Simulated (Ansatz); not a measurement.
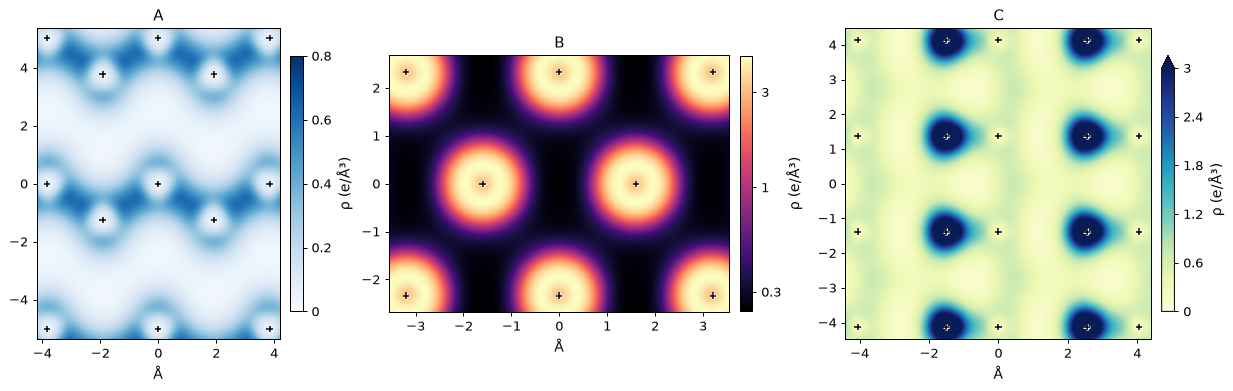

The valence pseudo-density of 3 systems, each on a plane through atoms (crosses mark nuclei in the plane).

Computed with DFT PBE, scalar-relativistic, plane waves, PAW in Ansatz.

System 1: Si, the (010) plane of the conventional cell. Space group I4₁/amd; changed on purpose from its base cell (strain -0.0750 x Voigt [0, 1, 0, 0, 0, 0], atoms carried along); computed pressure about 11 GPa in this cell.

```
Si
1.0
     2.71547    0.00000    2.71547
    -2.71547    0.00000    2.71547
     0.00000   -5.02362    0.00000
Si
4
Direct
  0.00000 0.00000 0.50000
  0.50000 0.50000 0.00000
  0.00000 0.50000 0.75000
  0.50000 0.00000 0.25000
```

System 2: BN, the (11̄0) plane of the conventional cell. Space group P6₃mc; a structure from a database of computed crystals, not necessarily the ambient phase; changed on purpose from its base cell (strain +0.080 along x and y, -0.040 along z, atoms carried along); computed pressure about −28 GPa in this cell.

```
B N
1.0
     2.75825    0.00000    0.00000
    -1.37913    2.38872    0.00000
     0.00000    0.00000    4.05778
B N
2 2
Direct
  0.66667 0.33333 0.99972
  0.33333 0.66667 0.49972
  0.66667 0.33333 0.62528
  0.33333 0.66667 0.12528
```

System 3: Ta, the (011) plane of the conventional cell. Space group I4/mmm; changed on purpose from its base cell (strain -0.030 along x and y, +0.030 along z, atoms carried along); computed pressure about 10 GPa in this cell; computed without spin polarisation.

```cif
data_structure
_symmetry_space_group_name_H-M 'P 1'
_symmetry_Int_Tables_number 1
_cell_length_a 3.2035
_cell_length_b 3.2035
_cell_length_c 3.4016
_cell_angle_alpha 90.000
_cell_angle_beta 90.000
_cell_angle_gamma 90.000
_cell_volume 34.91
loop_
_atom_site_label
_atom_site_type_symbol
_atom_site_fract_x
_atom_site_fract_y
_atom_site_fract_z
_atom_site_occupancy
Ta1 Ta 0.00000 0.00000 0.00000 1
Ta2 Ta 0.50000 0.50000 0.50000 1
```

Match each panel to its system.

Panel A is system 1, Si: the plane holds Si. Si–Si (2.29 Å): the density is about 0.61 e/Å³ at the midpoint. Panel B is system 3, Ta: the plane holds Ta. Ta–Ta (2.83 Å): ρ at the midpoint is about 0.32 e/Å³. Panel C is system 2, BN: the plane holds B and N. B–N (1.52 Å): ρ at the midpoint is about 1.6 e/Å³.
